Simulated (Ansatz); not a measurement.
**AlNi3: one change and its effect**

System: AlNi3 (4 atoms in the cell).
Method of the first run: DFT PBE, scalar-relativistic, plane waves, PAW, no spin polarisation (Ansatz 0.2.0).

The structure derives from a Materials Project entry. Text and figures count atoms from 1; the logs count them from 0 in places.

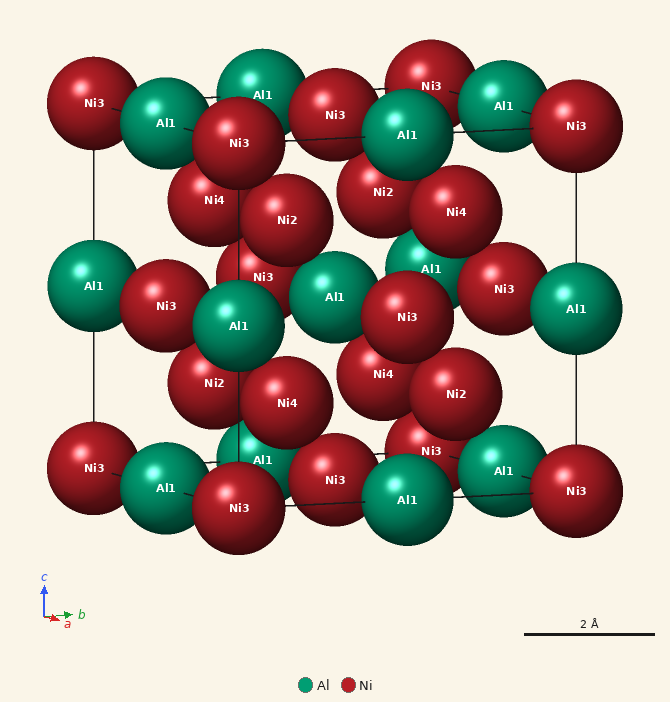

**Figure 1.** The structure as given in the input (spheres-only view of the cell 4 times as large as that of the calculation, set on its symmetry axes, seen slightly off an axis; atoms are numbered from 1 in the order of the input).

The input, the first run:
```yaml
crystal:
  lattice:
    - [0.0, 2.8361718561, 2.8361718561]
    - [2.8361718561, 0.0, 2.8361718561]
    - [2.8361718561, 2.8361718561, 0.0]
  atoms:
    - { symbol: Al, position: [0.5, 0.5, 0.5] }
    - { symbol: Ni, position: [0.25, 0.25, 0.25] }
    - { symbol: Ni, position: [0.0, 0.0, 0.0] }
    - { symbol: Ni, position: [0.75, 0.75, 0.75] }
basis:
  ecutwfc: 420
kpoints:
  mp_grid: { grid: [14, 14, 14] }
  band_path:
    path:
      - [[0.0, 0.0, 0.0], [0.5, 0.0, 0.5], [0.625, 0.25, 0.625]]
      - [[0.375, 0.375, 0.75], [0.0, 0.0, 0.0], [0.5, 0.5, 0.5], [0.5, 0.25, 0.75], [0.5, 0.0, 0.5]]
    npoints: 14
hamiltonian:
  xc: pbe
scf:
  occupations: { method: gaussian, width: 0.1 }
output:
  forces: true
  stress: true
  eigenvalues: true
  populations: true
  dos: { projected: true, de: 0.02, nscf_kmesh: { grid: [21, 21, 21] } }
  bader: true
```

Hardware: 1 thread of an x86-64 CPU, shared host.

Output, shortened to warnings, some set-up lines, iterations and results (the first run):
```
Basis set: ecut = 420 eV, 893 PW (Γ), exchange–correlation on 54×54×54 points (8 copies of the dense FFT grid, shifted against one another)
Symmetry: 48 space group operations
k-points: 104 of 2744
Initial density: superposition of atomic densities (neutral atoms: chi_scale 0, normalization atom), corrected by the library's trained network
[...]
SCF iter   1: F=—  HF=-18058.171718 eV  |F-HF|=—  |Δ(HF+E_count)|=         —  Δρ=1.71e-2  dr2=1.13e-1  ethr=1.77e-3  ⟨swp⟩=5.4  Hψ=12235  notcnv=0
SCF iter   2: F=—  HF=-18058.167135 eV  |F-HF|=—  |Δ(HF+E_count)|=   4.58e-3  Δρ=6.31e-3  dr2=1.83e-2  ethr=1.98e-4  ⟨swp⟩=1.1  Hψ=4483  notcnv=0
SCF iter   3: F=—  HF=-18058.166100 eV  |F-HF|=—  |Δ(HF+E_count)|=   1.03e-3  Δρ=9.68e-4  dr2=5.70e-4  ethr=3.22e-5  ⟨swp⟩=1.1  Hψ=3521  notcnv=0
SCF iter   4: F=—  HF=-18058.166063 eV  |F-HF|=—  |Δ(HF+E_count)|=   3.64e-5  Δρ=3.34e-4  dr2=2.26e-5  ethr=1.00e-6  ⟨swp⟩=2.7  Hψ=5710  notcnv=0
SCF iter   5: F=—  HF=-18058.166050 eV  |F-HF|=—  |Δ(HF+E_count)|=   1.34e-5  Δρ=9.06e-5  dr2=4.27e-6  ethr=3.96e-8  ⟨swp⟩=1.2  Hψ=3569  notcnv=0
SCF iter   6: F=—  HF=-18058.166050 eV  |F-HF|=—  |Δ(HF+E_count)|=   3.85e-7  Δρ=4.49e-5  dr2=7.79e-7  ethr=7.49e-9  ⟨swp⟩=2.3  Hψ=6027  notcnv=0
SCF iter   7: F=-18058.166050 eV  HF=-18058.166050 eV  |F-HF|=6.58e-10  |Δ(HF+E_count)|=   1.20e-7  Δρ=3.67e-6  dr2=4.12e-9  ethr=1.75e-10  ⟨swp⟩=6.1  Hψ=15961  notcnv=0
SCF 1 converged in 7 iterations: F = -18058.166050 eV  dr2 = 4.12e-9
NSCF: frozen V_eff on 86 k-points
NSCF: frozen V_eff on 286 k-points
SCF converged after 7 iterations
Free energy (F): -18058.166050 eV
Harris-Foulkes:  -18058.166050 eV  (|F-HF|=6.58e-10)
Internal energy: -18058.151837 eV  (E = F + TS)
E sigma→0 (E₀):  -18058.158943 eV
Entropy (-TS):   -0.014213 eV (-3.553 meV/atom)
Fermi energy:    15.725454 eV
--- Per-component energies (eV) ---
  E_band       = -937.660541
  E_kinetic    = 877.444786
  E_local      = -12025.372892  (includes V_loc(G=0)·N_el)
  E_nonlocal   = 1923.550840
  E_hartree    = 5119.560214
  E_xc         = -295.630027
  E_vxc        = -358.976305  (∫ρ·V_xc dr)
  E_paw        = -5364.050213  (= ΣΔE_a)
  E_vpaw       = -1593.432232  (= ΣTr[D̂ρ^β])
  E_aug_tail   = 0.001786  (compensation charges beyond the density's cutoff)
  E_ewald      = -8293.656331
  E_smearing   = -0.014213  (= −TS)
  E_closure    = -0.000000  (closes the sum)
  Σ components = -18058.166050   (vs F -18058.166050, Δ=0.00e0)
--- Forces (eV/Å), atoms counted from 1 ---
  atom   1  Al    -0.00000000     0.00000000    -0.00000000
  atom   2  Ni     0.00000000     0.00000000    -0.00000000
  atom   3  Ni     0.00000000    -0.00000000     0.00000000
  atom   4  Ni    -0.00000000     0.00000000     0.00000000
  max |Σ_I F_I| component: 5.55e-17 eV/Å
--- Stress (GPa, compression-positive) ---
       -0.004066      -0.000000       0.000000
        0.000000      -0.004066      -0.000000
       -0.000000      -0.000000      -0.004066
  P = ⅓ Tr σ = -0.0041 GPa (-0.041 kbar)
--- Löwdin populations: 4 sites ---
  site symbol       q [e]
     0     Al      3.6950
     1     Ni     17.5822
     2     Ni     17.6074
     3     Ni     17.5822
  spilling = 0.009354 (of n_electrons = 57.000000)
--- Bader charges: 4 sites ---
  site symbol  charge [e]  shift [e]
     0     Al      1.7649     0.0010
     1     Ni     -0.7844     0.0001
     2     Ni     -0.1961     0.0008
     3     Ni     -0.7844     0.0001
  estimated error of the sums over rays = 8.1e-4 e
```

The second run used a changed input.

The two runs side by side:

```csv
quantity,the first run,the second run
outcome,converged,converged
free energy per atom (eV),−4514.5415,−4458.6277
"energy per atom, smearing taken to zero (eV)",−4514.5397,−4458.6260
gap on the mesh (eV),0.00,0.00
pressure (GPa),0.00,−13.53
largest force (eV/Å),0.000,0.000
SCF iterations,7,8
irreducible k-points,104,104
plane waves at Γ,893,893
wall time (shared host),32 s,32 s
```

Which change of the input explains these differences?

The change (lines with − go, lines with + come):
```diff
-  xc: pbe
+  xc: lda
```

The total energies belong to different methods, so their difference says nothing on which is more stable or more accurate. The pressure goes from 0.00 to −13.53 GPa. The functional changes from PBE to LDA. Along LDA, PBEsol, PBE and RPBE the binding weakens and the preferred volume grows, so the same cell is under more pressure with the later ones. The SCF takes 8 iterations against 7.

Output, shortened to warnings, some set-up lines, iterations and results (the second run):
```
Basis set: ecut = 420 eV, 893 PW (Γ)
Symmetry: 48 space group operations
k-points: 104 of 2744
Initial density: superposition of atomic densities (neutral atoms: chi_scale 0, normalization atom), corrected by the library's trained network
[...]
SCF iter   1: F=—  HF=-17834.533435 eV  |F-HF|=—  |Δ(HF+E_count)|=         —  Δρ=2.65e-2  dr2=1.96e-1  ethr=1.77e-3  ⟨swp⟩=5.3  Hψ=12231  notcnv=0
SCF iter   2: F=—  HF=-17834.512746 eV  |F-HF|=—  |Δ(HF+E_count)|=   2.07e-2  Δρ=7.65e-3  dr2=2.20e-2  ethr=3.44e-4  ⟨swp⟩=2.0  Hψ=4973  notcnv=0  defer=135
SCF iter   3: F=—  HF=-17834.511099 eV  |F-HF|=—  |Δ(HF+E_count)|=   1.65e-3  Δρ=2.22e-3  dr2=2.39e-3  ethr=3.86e-5  ⟨swp⟩=1.0  Hψ=3510  notcnv=0  defer=135
SCF iter   4: F=—  HF=-17834.510818 eV  |F-HF|=—  |Δ(HF+E_count)|=   2.81e-4  Δρ=4.36e-4  dr2=9.06e-5  ethr=4.19e-6  ⟨swp⟩=1.6  Hψ=3626  notcnv=0  defer=135
SCF iter   5: F=—  HF=-17834.510808 eV  |F-HF|=—  |Δ(HF+E_count)|=   9.03e-6  Δρ=2.17e-4  dr2=1.47e-5  ethr=1.59e-7  ⟨swp⟩=2.5  Hψ=5677  notcnv=0  defer=135
SCF iter   6: F=—  HF=-17834.510807 eV  |F-HF|=—  |Δ(HF+E_count)|=   1.51e-6  Δρ=7.51e-5  dr2=2.37e-6  ethr=2.59e-8  ⟨swp⟩=2.6  Hψ=6019  notcnv=0  defer=135
SCF iter   7: F=—  HF=-17834.510807 eV  |F-HF|=—  |Δ(HF+E_count)|=   1.40e-7  Δρ=1.49e-5  dr2=1.45e-7  ethr=4.16e-9  ⟨swp⟩=1.0  Hψ=3500  notcnv=0  defer=135
SCF iter   8: F=-17834.510807 eV  HF=-17834.510807 eV  |F-HF|=5.79e-9  |Δ(HF+E_count)|=   2.04e-8  Δρ=2.91e-6  dr2=6.39e-9  ethr=1.75e-10  ⟨swp⟩=6.8  Hψ=13040  notcnv=0
SCF 1 converged in 8 iterations: F = -17834.510807 eV  dr2 = 6.39e-9
NSCF: frozen V_eff on 86 k-points
NSCF: frozen V_eff on 286 k-points
SCF converged after 8 iterations
Free energy (F): -17834.510807 eV
Harris-Foulkes:  -17834.510807 eV  (|F-HF|=5.79e-9)
Internal energy: -17834.496904 eV  (E = F + TS)
E sigma→0 (E₀):  -17834.503856 eV
Entropy (-TS):   -0.013902 eV (-3.476 meV/atom)
Fermi energy:    15.328426 eV
--- Per-component energies (eV) ---
  E_band       = -947.966579
  E_kinetic    = 879.757723
  E_local      = -12034.310119  (includes V_loc(G=0)·N_el)
  E_nonlocal   = 1932.933901
  E_hartree    = 5113.545984
  E_xc         = -294.437416
  E_vxc        = -359.532604  (∫ρ·V_xc dr)
  E_paw        = -5139.690241  (= ΣΔE_a)
  E_vpaw       = -1593.903910  (= ΣTr[D̂ρ^β])
  E_aug_tail   = 0.001516  (compensation charges beyond the density's cutoff)
  E_ewald      = -8293.656331
  E_core_change = 1.358078  (= ΣΔE_core)
  E_smearing   = -0.013902  (= −TS)
  E_closure    = 0.000000  (closes the sum)
  Σ components = -17834.510807   (vs F -17834.510807, Δ=0.00e0)
--- Forces (eV/Å), atoms counted from 1 ---
  atom   1  Al    -0.00000000     0.00000000     0.00000000
  atom   2  Ni     0.00000000     0.00000000     0.00000000
  atom   3  Ni     0.00000000    -0.00000000     0.00000000
  atom   4  Ni     0.00000000    -0.00000000     0.00000000
  max |Σ_I F_I| component: 9.25e-17 eV/Å
--- Stress (GPa, compression-positive) ---
      -13.530773       0.000000      -0.000000
       -0.000000     -13.530773      -0.000000
        0.000000      -0.000000     -13.530773
  P = ⅓ Tr σ = -13.5308 GPa (-135.308 kbar)
--- Löwdin populations: 4 sites ---
  site symbol       q [e]
     0     Al      3.6655
     1     Ni     17.5937
     2     Ni     17.6185
     3     Ni     17.5937
  spilling = 0.009274 (of n_electrons = 57.000000)
--- Bader charges: 4 sites ---
  site symbol  charge [e]  shift [e]
     0     Al      1.6825     0.0006
     1     Ni     -0.7360     0.0001
     2     Ni     -0.2105     0.0008
     3     Ni     -0.7360     0.0001
  estimated error of the sums over rays = 7.4e-4 e
```

For both runs: The run has no spin polarisation, so a magnetic state may lie lower. For the second run: The cell is under a tension of 13.5 GPa at this level, so it is not at its equilibrium volume.
